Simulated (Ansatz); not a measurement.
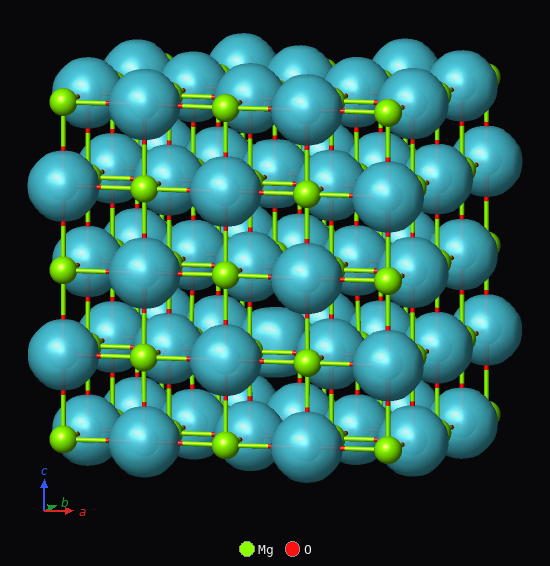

Mg32O31 (cell with a defect). Isosurface of the ELF at 0.7 (cyan), seen slightly off an axis. Core shells and regions of very low density are left out. Sticks mark near contacts.

PAW files of the earlier set (soft_1).

Level of theory: DFT PBE-D3(BJ), scalar-relativistic, plane waves, PAW in Ansatz.

In a PAW calculation such maps are meaningful between the atoms, not at the nuclei.

Identify the bonds, lone pairs and shells in this picture.

Answer. The ELF exceeds this value in 31 regions wrapped around O (the valence shell of each) and one pocket between the atoms, centred on no nucleus (multi-centre or interstitial), counted in one cell of 63 atoms. Any copies at cell faces, edges or corners count once. Profiles from the grid: Mg–O (2.13 Å): the ELF peaks at about 0.85 in the valence shell of O, 0.7 Å from its nucleus, and is about 0.35 at the midpoint; a closed-shell, largely ionic contact. Mg–O (2.19 Å): the ELF peaks at about 0.80 in the valence shell of O, 0.6 Å from its nucleus, and is about 0.35 at the midpoint (an ionic contact with no shared pair).

Metal or insulator at this level of theory?

Answer. It is gapped, with a Kohn–Sham gap of 2.1 eV at the Γ point, the only k-point used.
